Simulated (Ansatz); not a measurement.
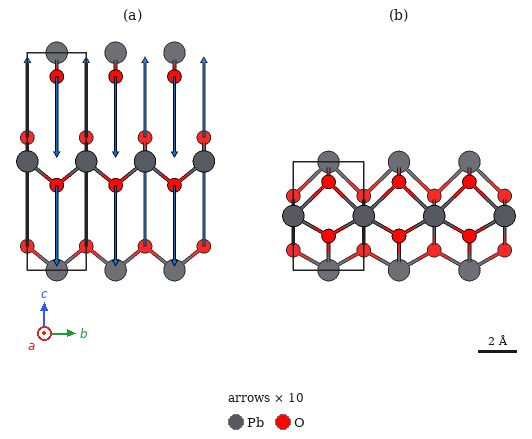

The structure of solid PbO2 (a generated structure, set up in P4_2/nmc) (coarse preliminary run) before (left) and after (right) a relaxation, at one scale. The blue arrows give the displacements (the part carried along by the change of the cell is left out), magnified 10 times.

A ball-and-stick model of the cell of the calculation, repeated 1 × 3 × 1 with one cell outlined, seen along the a axis.

Case: Ge → Pb, S → O on all its sites, cell and atoms relaxed.

Level of theory: DFT PBE, scalar-relativistic, plane waves, PAW in Ansatz.

Input
```yaml
crystal:
  lattice:
    - [3.1500088243, 0.0, 0.0]
    - [0.0, 3.1500088243, 0.0]
    - [0.0, 0.0, 11.6350338132]
  atoms:
    - { symbol: Pb, position: [0.0, 0.0, 0.5] }
    - { symbol: Pb, position: [0.5, 0.5, 0.0] }
    - { symbol: O, position: [0.0, 0.5, 0.8903888694] }
    - { symbol: O, position: [0.0, 0.5, 0.3903888694] }
    - { symbol: O, position: [0.5, 0.0, 0.6096111306] }
    - { symbol: O, position: [0.5, 0.0, 0.1096111306] }
basis:
  ecutwfc: 420
kpoints:
  mp_grid: { grid: [6, 6, 2] }
hamiltonian:
  xc: pbe
scf:
  occupations: { method: gaussian, width: 0.1 }
output:
  forces: true
  stress: true
  eigenvalues: true
relax:
  adjacent_minimum: "off"
  f_tol: 0.05
  max_steps: 60
  cell: { stress_tol: 0.5 }
```

Launched with:
```bash
ansatz run input.yaml --threads 1 --pin off --max-ram 2560MiB --backend cpu --events-out ev --progress --plain --runs-dir out
```

Describe what moved and what it gained.

Answer. The energy falls by 518 meV per atom in 16 accepted moves (20 points after the start). The largest force component goes from 1 to 0.0087 eV/Å. The pressure goes from 15.86 to 0.19 GPa. The line search rejected the trial steps at points 13, 14 of the run. At 2 points the geometry stayed and the basis and grid were re-selected for the new cell (energy shift of 60.3 meV per atom at most each time). The largest moves relative to the cell, 0.44 Å, are those of O3, O4, O5 and O6. O6 goes along +c. Pb stays in place. The volume changes by −28.7 %, with a = b 3.150 → 3.770 Å (+19.7 %), c 11.635 → 5.792 Å (−50.2 %). Among the contacts that change: Pb1–O3 4.808 → 2.624 Å, Pb1–O4 2.027 → 2.168 Å. Bond angles that change, for instance: O3–Pb2–O3 102.0° → 120.8°, Pb2–O6–Pb2 102.0° → 120.8°, O3–Pb2–O6 113.3° → 104.1°. The space group stays P4_2/nmc (No. 137). The run took 3.1 min on 1 thread of Arm Neoverse N1, with other jobs on the host, peak memory 0.38 GiB.
